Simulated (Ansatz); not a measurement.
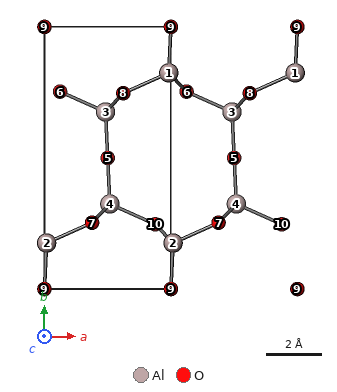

Crystalline Al2O3 (set up in Pnnm), before the relaxation. A ball-and-stick model of the cell of the calculation, repeated 2 × 1 × 1 with one cell outlined, seen along the c axis.

The run lets cell and atoms move.

The calculation used Kohn-Sham DFT of a periodic cell, r2SCAN with rVV10, Ansatz PAW (Ansatz 0.2.0).

The input:
```yaml
crystal:
  lattice:
    - [4.613777, 0.0, 0.0]
    - [0.0, 9.563279, 0.0]
    - [0.0, 0.0, 3.119862]
  atoms:
    - { symbol: Al, position: [0.982975, 0.824573, 0.0] }
    - { symbol: Al, position: [0.017025, 0.175427, 0.0] }
    - { symbol: Al, position: [0.482975, 0.675427, 0.5] }
    - { symbol: Al, position: [0.517025, 0.324573, 0.5] }
    - { symbol: O, position: [0.5, 0.5, 0.5] }
    - { symbol: O, position: [0.123635, 0.75305, 0.5] }
    - { symbol: O, position: [0.376365, 0.25305, 0.0] }
    - { symbol: O, position: [0.623635, 0.74695, 0.0] }
    - { symbol: O, position: [0.0, 0.0, 0.0] }
    - { symbol: O, position: [0.876365, 0.24695, 0.5] }
hamiltonian:
  xc: r2scan
  pseudopotentials: { kind: paw }
  dispersion: rvv10
kpoints:
  mp_grid: { grid: [6, 3, 9] }
scf:
  occupations: { method: fermi_dirac, width: 0.05 }
output:
  forces: true
  stress: true
  eigenvalues: true
relax:
  f_tol: 0.01
  max_steps: 40
  cell: { stress_tol: 0.05 }
```

Run as
```bash
ansatz run input.yaml --threads 4 --pin off --max-ram 11264MiB --backend cpu --events-out ev --progress --plain --runs-dir out
```

### What does the optimiser find from here?

The largest moves relative to the cell, 0.90 Å, are those of O6, O7, O8 and O10. O6 goes roughly along [3 1 0]. By element the largest moves are O 0.90 Å, Al 0.61 Å. The drawn cell changes as follows: a 4.614 → 4.525 Å (−1.9 %), b 9.563 → 9.542 Å (−0.2 %), c 3.120 → 2.992 Å (−4.1 %); the volume changes by −6.1 %. Some distances before and after: Al1–O6 1.823 → 1.790 Å, Al1–O8 1.817 → 1.801 Å, Al1–O9 1.679 → 1.673 Å. Bond angles that change, for instance: O7–Al2–O9 116.8° → 110.9°, O10–Al2–O10 117.7° → 113.4°, Al2–O10–Al2 117.7° → 113.4°. The space group stays Pnnm (No. 58). Over 11 accepted moves (12 points after the start) the energy falls by 27.6 meV per atom. Largest force component: 0.2 eV/Å at the start, 0.0011 eV/Å at the end. Pressure: −4.72 GPa at the start and 0.03 GPa at the end. The SCF was repeated once at an unchanged geometry on a basis and grid sized afresh for the cell, which shifted the energy by 0.4 meV per atom at most. The run took 110 s on 4 threads of Arm Neoverse V2, on a shared host, peak memory 0.92 GiB.

After the run, drawn alike:

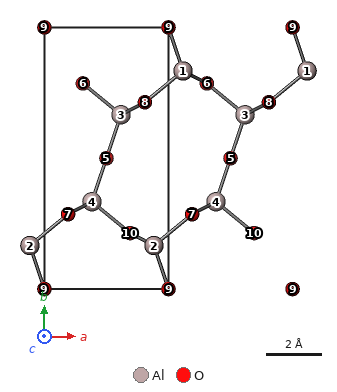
